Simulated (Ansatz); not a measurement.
# SnO$_{2}$: a changed input and its effect

System: SnO$_{2}$ (3 atoms in the cell).
Method of run 1: DFT PBE, scalar-relativistic, plane waves, PAW, no spin polarisation (Ansatz 0.2.0).

The structure was made by a generator, so it may or may not be a known phase. Text and figures count atoms from 1; the logs count them from 0 in places.

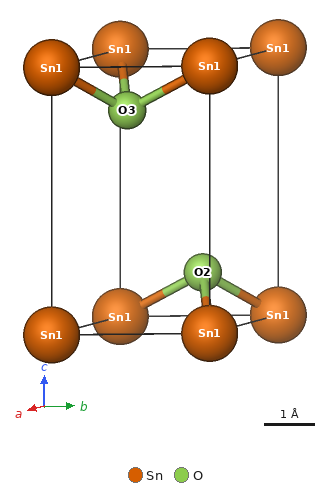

Fig. 1: The structure as given in the input (ball-and-stick view of the cell of the calculation, seen at an oblique angle; atoms are numbered from 1 in the order of the input). An atom can appear more than once, as a periodic image.

### Input file, run 1
```yaml
crystal:
  lattice:
    - [3.227795624, 0.0, 0.0]
    - [-1.613897812, 2.7953530086, 0.0]
    - [0.0, 0.0, 5.4898739544]
  atoms:
    - { symbol: Sn, position: [0.0, 0.0, 0.0] }
    - { symbol: O, position: [0.3333333333, 0.6666666667, 0.184288327] }
    - { symbol: O, position: [0.6666666667, 0.3333333333, 0.815711673] }
basis:
  ecutwfc: 420
kpoints:
  mp_grid: { grid: [12, 12, 6] }
  band_path:
    path:
      - [[0.0, 0.0, 0.0], [0.5, 0.0, 0.0], [0.33333333, 0.33333333, 0.0], [0.0, 0.0, 0.0], [0.0, 0.0, 0.5], [0.5, 0.0, 0.5], [0.33333333, 0.33333333, 0.5], [0.0, 0.0, 0.5]]
      - [[0.5, 0.0, 0.5], [0.5, 0.0, 0.0]]
      - [[0.33333333, 0.33333333, 0.5], [0.33333333, 0.33333333, 0.0]]
    npoints: 14
hamiltonian:
  xc: pbe
scf:
  occupations: { method: gaussian, width: 0.02 }
  n_extra_bands: 7
output:
  forces: true
  stress: true
  eigenvalues: true
  populations: true
  dos: { projected: true, de: 0.02, nscf_kmesh: { grid: [18, 18, 9] } }
  bader: true
  write_density: true
  write_potential: true
  elf: true
  volumetric_format: npy
```

Command:
```bash
ansatz run input.yaml --threads 1 --pin off --max-ram 2560MiB --backend cpu --events-out ev --progress --plain --runs-dir out
```

Hardware: 1 thread of Arm Neoverse V1, 24 GiB of memory available, shared host.

### Output, shortened to warnings, some set-up lines, iterations and results (run 1)
```
Basis set: ecut = 420 eV, 979 PW (Γ), exchange–correlation on 48×48×80 points (8 copies of the dense FFT grid, shifted against one another)
Symmetry: 12 space group operations
k-points: 100 of 864
Initial density: superposition of atomic densities (neutral atoms: chi_scale 0, normalization atom), corrected by the library's trained network
[...]
SCF iter   1: F=—  HF=-7158.527211 eV  |F-HF|=—  |Δ(HF+E_count)|=         —  Δρ=2.33e-3  dr2=1.68e-3  ethr=1.77e-3  ⟨swp⟩=6.2  Hψ=10825  notcnv=0
SCF iter   2: F=—  HF=-7158.526832 eV  |F-HF|=—  |Δ(HF+E_count)|=   3.78e-4  Δρ=1.07e-3  dr2=1.74e-4  ethr=6.47e-6  ⟨swp⟩=2.0  Hψ=4644  notcnv=0  defer=147
SCF iter   3: F=—  HF=-7158.526967 eV  |F-HF|=—  |Δ(HF+E_count)|=   1.35e-4  Δρ=3.81e-4  dr2=3.69e-5  ethr=6.70e-7  ⟨swp⟩=2.0  Hψ=3399  notcnv=0  defer=147
SCF iter   4: F=—  HF=-7158.527016 eV  |F-HF|=—  |Δ(HF+E_count)|=   4.82e-5  Δρ=2.12e-4  dr2=1.53e-5  ethr=1.42e-7  ⟨swp⟩=2.0  Hψ=2595  notcnv=0  defer=147
SCF iter   5: F=—  HF=-7158.527015 eV  |F-HF|=—  |Δ(HF+E_count)|=   1.11e-6  Δρ=3.51e-5  dr2=3.17e-7  ethr=5.90e-8  ⟨swp⟩=2.0  Hψ=2376  notcnv=0  defer=147
SCF iter   6: F=-7158.527015 eV  HF=-7158.527015 eV  |F-HF|=1.13e-8  |Δ(HF+E_count)|=   5.36e-7  Δρ=6.51e-6  dr2=9.75e-9  ethr=3.85e-10  ⟨swp⟩=13.2  Hψ=15037  notcnv=0
SCF 1 converged in 6 iterations: F = -7158.527015 eV  dr2 = 9.75e-9
NSCF: frozen V_eff on 129 k-points
NSCF: frozen V_eff on 293 k-points
SCF converged after 6 iterations
Free energy (F): -7158.527015 eV
Harris-Foulkes:  -7158.527015 eV  (|F-HF|=1.13e-8)
Internal energy: -7158.527015 eV  (E = F + TS)
E sigma→0 (E₀):  -7158.527015 eV
Fermi energy:    5.373559 eV
--- Per-component energies (eV) ---
  E_band       = -178.245265
  E_kinetic    = 537.629617
  E_local      = -2548.517487  (includes V_loc(G=0)·N_el)
  E_nonlocal   = 66.360408
  E_hartree    = 1244.758017
  E_xc         = -526.993416
  E_vxc        = -281.137666  (∫ρ·V_xc dr)
  E_paw        = -4462.353007  (= ΣΔE_a)
  E_vpaw       = -442.101724  (= ΣTr[D̂ρ^β])
  E_aug_tail   = 0.004817  (compensation charges beyond the density's cutoff)
  E_ewald      = -1469.415964
  E_smearing   = -0.000000  (= −TS)
  E_closure    = -0.000000  (closes the sum)
  Σ components = -7158.527015   (vs F -7158.527015, Δ=0.00e0)
--- Forces (eV/Å), atoms counted from 1 ---
  atom   1  Sn     0.00000000     0.00000000     0.00000000
  atom   2  O     -0.00000000     0.00000000    -0.00069915
  atom   3  O     -0.00000000    -0.00000000     0.00069915
  max |Σ_I F_I| component: 3.70e-17 eV/Å
--- Stress (GPa, compression-positive) ---
        0.018389       0.000000      -0.000000
        0.000000       0.018389      -0.000000
       -0.000000       0.000000       0.022208
  P = ⅓ Tr σ = 0.0197 GPa (0.197 kbar)
--- Löwdin populations: 3 sites ---
  site symbol       q [e]
     0     Sn     12.3172
     1      O      6.7691
     2      O      6.7691
  spilling = 0.005561 (of n_electrons = 26.000000)
--- Bader charges: 3 sites ---
  site symbol  charge [e]  shift [e]
     0     Sn      2.3598     0.0121
     1      O     -1.1799     0.0061
     2      O     -1.1799     0.0061
  estimated error of the sums over rays = 2.3e-4 e
```

For run 2 the input was changed thus:
```diff
-  ecutwfc: 420
+  ecutwfc: 500
-  xc: pbe
+  xc: r2scan
-  write_density: true
-  write_potential: true
-  elf: true
-  volumetric_format: npy
```

Predict how the results change.

The total energies belong to different methods, so their difference says nothing on which is more stable or more accurate. The gap on the mesh goes from 2.30 to 2.81 eV. The pressure goes from 0.02 to −5.59 GPa. The largest force goes from 0.001 to 0.532 eV/Å. The functional changes from PBE to r2SCAN. The number of SCF iterations is the same. The plane waves at Γ go from 979 to 1275. On the same kind of shared host run 2 took about 1.5 times as long.

### Output, shortened to warnings, some set-up lines, iterations and results (run 2)
```
Basis set: ecut = 500 eV, 1275 PW (Γ), exchange–correlation on 96×96×180 points (64 copies of the dense FFT grid, shifted against one another)
Symmetry: 12 space group operations
k-points: 100 of 864
Initial density: superposition of atomic densities (neutral atoms: chi_scale 0, normalization atom), corrected by the library's trained network
[...]
SCF iter   1: F=—  HF=-7175.432822 eV  |F-HF|=—  |Δ(HF+E_count)|=         —  Δρ=9.55e-3  dr2=4.02e-2  dr2_τ=1.13e-1  ethr=1.77e-3  ⟨swp⟩=6.3  Hψ=10997  notcnv=0  defer=1
SCF iter   2: F=—  HF=-7175.482595 eV  |F-HF|=—  |Δ(HF+E_count)|=   4.98e-2  Δρ=5.46e-3  dr2=5.24e-3  dr2_τ=1.43e-3  ethr=1.55e-4  ⟨swp⟩=3.0  Hψ=4553  notcnv=0  defer=151
SCF iter   3: F=—  HF=-7175.482366 eV  |F-HF|=—  |Δ(HF+E_count)|=   2.29e-4  Δρ=1.99e-3  dr2=1.47e-3  dr2_τ=1.22e-4  ethr=2.01e-5  ⟨swp⟩=2.1  Hψ=3037  notcnv=0  defer=151
SCF iter   4: F=—  HF=-7175.482210 eV  |F-HF|=—  |Δ(HF+E_count)|=   1.56e-4  Δρ=4.14e-4  dr2=6.94e-5  dr2_τ=7.06e-6  ethr=5.65e-6  ⟨swp⟩=2.5  Hψ=3022  notcnv=0  defer=151
SCF iter   5: F=—  HF=-7175.482194 eV  |F-HF|=—  |Δ(HF+E_count)|=   1.59e-5  Δρ=6.97e-5  dr2=6.97e-7  dr2_τ=1.84e-7  ethr=2.67e-7  ⟨swp⟩=2.3  Hψ=2579  notcnv=0  defer=151
SCF iter   6: F=-7175.482195 eV  HF=-7175.482194 eV  |F-HF|=4.47e-8  |Δ(HF+E_count)|=   3.81e-7  Δρ=1.83e-5  dr2=6.38e-8  dr2_τ=7.31e-9  ethr=3.85e-10  ⟨swp⟩=10.4  Hψ=10386  …
SCF 1 converged in 6 iterations: F = -7175.482195 eV  dr2 = 6.38e-8
NSCF: frozen V_eff on 129 k-points
NSCF: frozen V_eff on 293 k-points
SCF converged after 6 iterations
Free energy (F): -7175.482195 eV
Harris-Foulkes:  -7175.482194 eV  (|F-HF|=4.47e-8)
Internal energy: -7175.482195 eV  (E = F + TS)
E sigma→0 (E₀):  -7175.482195 eV
Fermi energy:    5.199394 eV
--- Per-component energies (eV) ---
  E_band       = -198.720742
  E_kinetic    = 538.800543
  E_local      = -2548.600095  (includes V_loc(G=0)·N_el)
  E_nonlocal   = 64.788270
  E_hartree    = 1246.141192
  E_xc         = -517.446904
  E_vxc        = -311.248317  (∫ρ·V_xc dr)
  E_paw        = -4490.422655  (= ΣΔE_a)
  E_vpaw       = -454.916473  (= ΣTr[D̂ρ^β])
  E_aug_tail   = 0.001980  (compensation charges beyond the density's cutoff)
  E_vtau       = 20.181031  (kinetic-family band-sum trace: ∫τ·v_τ [+ j·A + Jᵃ·Aᵃ] dr)
  E_ewald      = -1469.415964
  E_core_change = 0.671438  (= ΣΔE_core)
  E_smearing   = -0.000000  (= −TS)
  E_closure    = 0.000000  (closes the sum)
  Σ components = -7175.482195   (vs F -7175.482195, Δ=0.00e0)
--- Forces (eV/Å), atoms counted from 1 ---
  atom   1  Sn     0.00000000     0.00000000     0.00000000
  atom   2  O     -0.00000000     0.00000000    -0.53212286
  atom   3  O      0.00000000    -0.00000000     0.53212286
  max |Σ_I F_I| component: 5.30e-31 eV/Å
--- Stress (GPa, compression-positive) ---
       -6.377136       0.000000      -0.000000
        0.000000      -6.377136      -0.000000
       -0.000000      -0.000000      -4.025460
  P = ⅓ Tr σ = -5.5932 GPa (-55.932 kbar)
--- Löwdin populations: 3 sites ---
  site symbol       q [e]
     0     Sn     12.2223
     1      O      6.8124
     2      O      6.8124
  spilling = 0.005881 (of n_electrons = 26.000000)
--- Bader charges: 3 sites ---
  site symbol  charge [e]  shift [e]
     0     Sn      2.4891     0.0125
     1      O     -1.2445     0.0062
     2      O     -1.2445     0.0062
  estimated error of the sums over rays = 2.6e-4 e
```

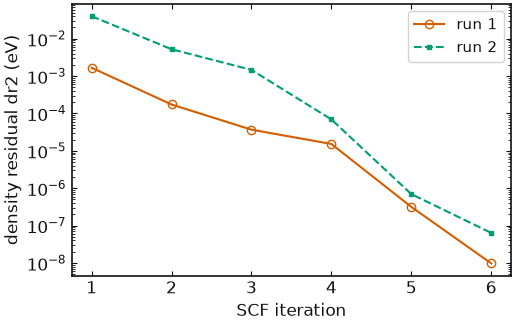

Fig. 2: Convergence of the two runs: density residual dr2 against the SCF iteration. Run 1 takes 6 iterations in all, and run 2 takes 6.

### The two runs side by side

```tsv
quantity	run 1	run 2
outcome	converged	converged
free energy per atom (eV)	−2386.1757	−2391.8274
gap on the mesh (eV)	2.30	2.81
pressure (GPa)	0.02	−5.59
largest force (eV/Å)	0.001	0.532
SCF iterations	6	6
irreducible k-points	100	100
plane waves at Γ	979	1275
wall time (shared host)	39 s	58 s
```

For run 2: The cell is under a tension of 5.6 GPa at this level, so it is not at its equilibrium volume.
